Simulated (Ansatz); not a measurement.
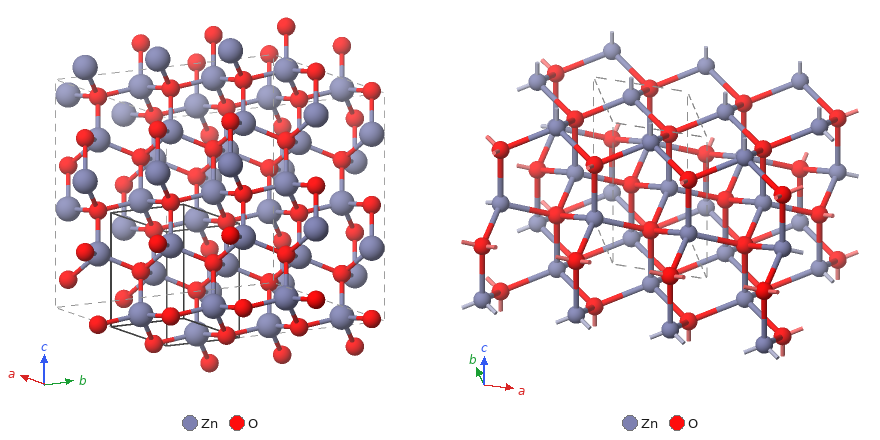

Left: the structure. Right: its underlying net. Nodes are coloured by element. Edges to nodes outside the piece are drawn as stubs.

The compound is ZnO (space group P6_3mc, No. 186), taken as the geometry relaxed with DFT PBEsol, scalar-relativistic, plane waves, PAW (Ansatz).

Bonds are taken as O–Zn below 2.2 Å. Simplification: prune 0- and 1-connected atoms, fold 2-connected ones into links.

The result is a uninodal 4-connected, three-periodic net: Zn and O are 4-connected nodes. It is the lon net, known from lonsdaleite, wurtzite and tridymite. It is a single net, without interpenetration.

| node | links | point symbol | coordination sequence |
| --- | --- | --- | --- |
| Zn and O | 4 | 6⁶ | 4 12 25 44 67 96 130 170 214 264 |
